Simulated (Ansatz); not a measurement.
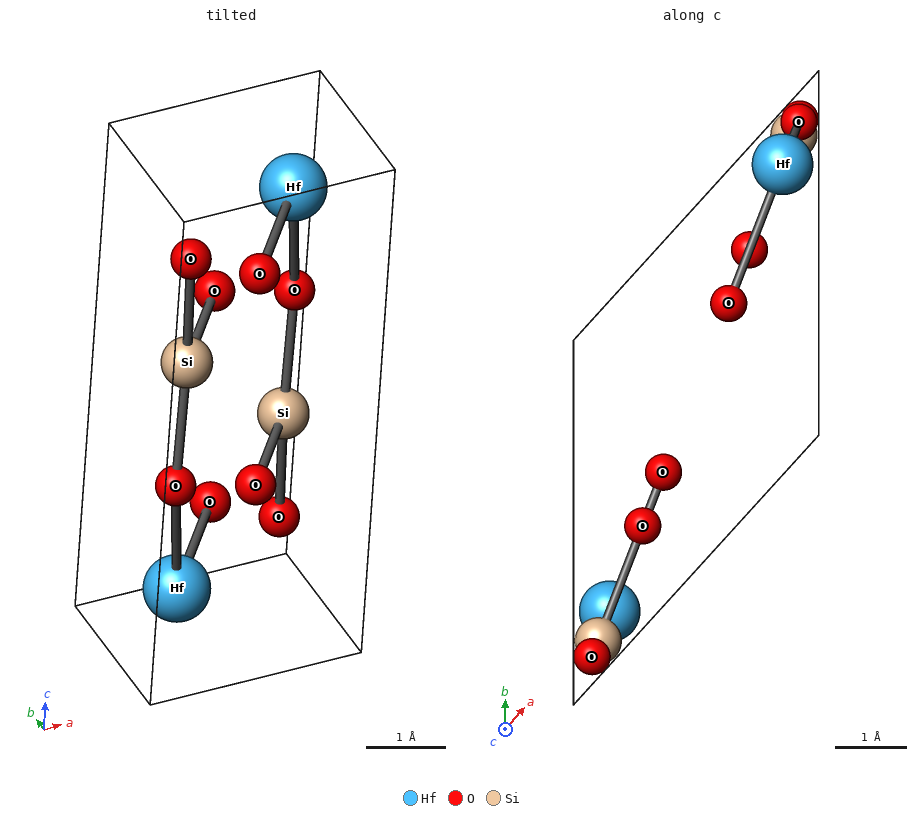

Figure: ball-and-stick view slightly off an axis and along the c axis. The simulation cell is drawn as a box.

The calculation's input:
```yaml
crystal:
  lattice:
    - [5.1875320897, -1.8726440613, 0.0506656141]
    - [5.1875320897, 1.8726440613, 0.0506656141]
    - [-2.7119058065, 0.0, 6.8538669903]
  atoms:
    - { symbol: Hf, position: [0.8523383309, 0.8523383309, 0.8047613804] }
    - { symbol: Hf, position: [0.1476616691, 0.1476616691, 0.1952386196] }
    - { symbol: O, position: [0.3670207251, 0.3670207251, 0.3052821142] }
    - { symbol: O, position: [0.0762741095, 0.0762741095, 0.8996849085] }
    - { symbol: O, position: [0.9237258905, 0.9237258905, 0.1003150915] }
    - { symbol: O, position: [0.7176266032, 0.7176266032, 0.2311596962] }
    - { symbol: Si, position: [0.8987924915, 0.8987924915, 0.3220938278] }
    - { symbol: Si, position: [0.1012075085, 0.1012075085, 0.6779061722] }
    - { symbol: O, position: [0.2823733968, 0.2823733968, 0.7688403038] }
    - { symbol: O, position: [0.08093777, 0.08093777, 0.4287244855] }
    - { symbol: O, position: [0.91906223, 0.91906223, 0.5712755145] }
    - { symbol: O, position: [0.6329792749, 0.6329792749, 0.6947178858] }
kpoints:
  mp_grid: { grid: [4, 4, 2] }
  band_path:
    path:
      - [0.0, 0.0, 0.0]
      - [-0.2873892265, 0.2873892265, 0.0]
      - [-0.7126107735, -0.2873892265, 0.0]
      - [-0.5, -0.5, 0.0]
      - [-0.5, -0.5, 0.5]
      - [-0.7314958244, -0.2685041756, 0.5]
      - [-0.2685041756, 0.2685041756, 0.5]
      - [0.0, 0.0, 0.5]
      - [-0.5, 0.0, 0.5]
      - [0.260417, -0.270833, -0.5]
      - [0.234375, -0.28125, -0.130208]
    npoints: 1
hamiltonian:
  xc: hse06
scf:
  occupations: { method: fixed }
  n_extra_bands: 7
output:
  forces: true
  stress: true
  eigenvalues: true
  write_density: true
  write_potential: true
  elf: true
  volumetric_format: npy
```

Method used: DFT, HSE06, plane waves, PAW in Ansatz 0.2.0. It ran with plane waves up to 420 eV, 4×4×2 k-mesh, no spin polarisation.

Classify it as metallic or gapped, with the value.

Answer. An insulator at this level, with a gap of 5.98 eV, direct.

What is the pressure at this volume?

Answer. The computed pressure is -0.4 GPa (stretched: it would shrink).

The cell started as a structure type filled with these elements by a generator (whether the compound takes this form wasn't checked). Earlier steps of the study, as a rule a relaxation of our own, may have changed the cell and positions, so they can lie some per cent off the listed ones. It was run through Ansatz as a DFT input.
